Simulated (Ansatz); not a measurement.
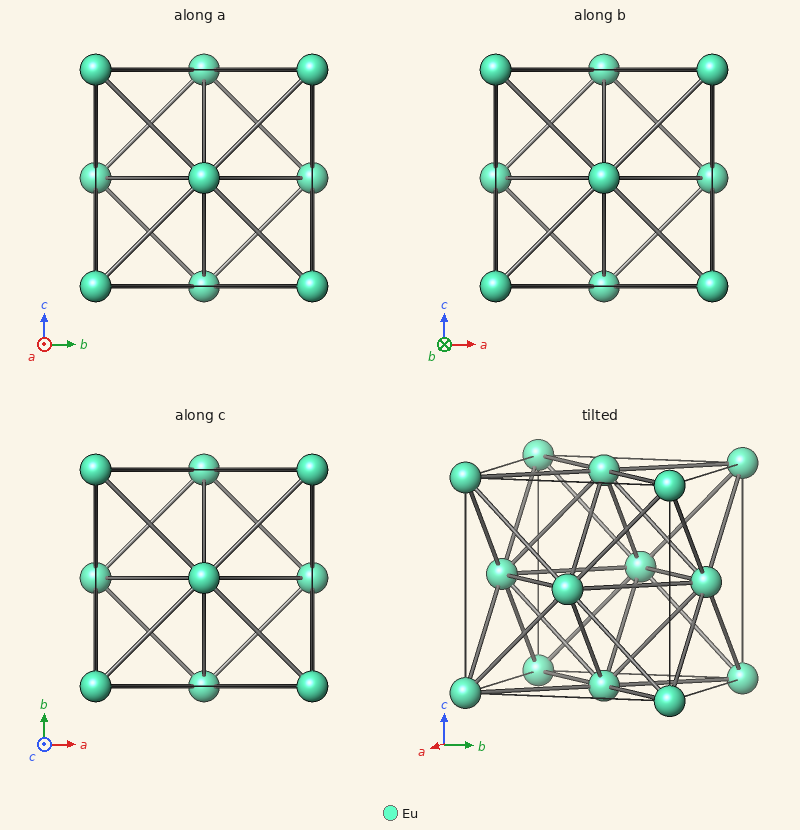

A ball-and-stick picture of a crystal structure, seen along the a axis, along the b axis, along the c axis and slightly off an axis. The parallelepiped is the conventional unit cell.

Lattice parameters: a = 5.523 Å, b = 5.523 Å, c = 5.523 Å, α = 90.00°, β = 90.00°, γ = 90.00°.

Q: Transcribe the picture into a table of Wyckoff sites.

A: Space group Fm-3m (No. 225).
| atom | site | x | y | z |
| --- | --- | --- | --- | --- |
| Eu | 4a | 0.0000 | 0.0000 | 0.0000 |

The model was built from a structure type filled with this element by a generator (whether the element takes this form wasn't checked). The cell was then strained or its atoms displaced on purpose. A calculation with Ansatz used it as input.
